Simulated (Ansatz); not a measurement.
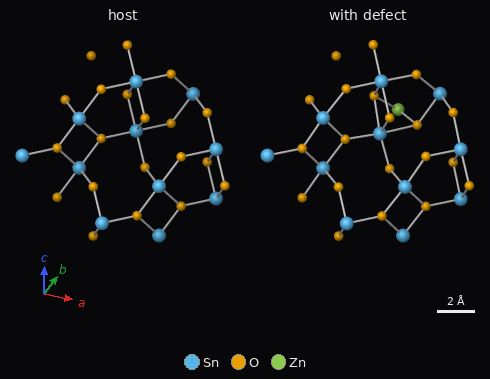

Left: perfect SnO2. Right: the same region with a pair of point defects, after relaxing the atoms in a supercell of 72 sites. A ball-and-stick model of the atoms within 6.0 Å of one point, in a slice 3.4 Å thick across the line of sight, seen from a free direction.

Theory: DFT, PBEsol, PAW, plane waves in Ansatz. (plane-wave cutoff 420 eV; k-point mesh 1 × 1 × 1; mesh shifted by (0.25, 0.25, 0.25); no spin polarisation) Fermi-Dirac smearing of 0.01 eV. A uniform background neutralises the charged cell. The axes drawn are those of the host's conventional cell.

> Which defect is it?

A tin atom is replaced by zinc and an extra tin atom is put between the host's atoms (an interstitial), the two sites 2.5 Å apart.

The charge state of the cell is +2.

> What does the relaxation do around it?

In the host the Sn atom has 6 O at 2.07 Å; the Zn atom ends with 6 O at 1.90 to 2.21 Å. The Sn atom starts with 4 O at 1.90 to 1.91 Å around its place and ends with 6 O at 1.99 to 2.23 Å. Of the host's atoms, a tin atom moves furthest from its site, by 0.28 Å. The Zn atom itself moves 2.38 Å from where it was put. The Sn atom itself moves 2.24 Å from where it was put.

Limits of the set-up: the cell is charged, on a uniform background, and energies carry no finite-size correction.
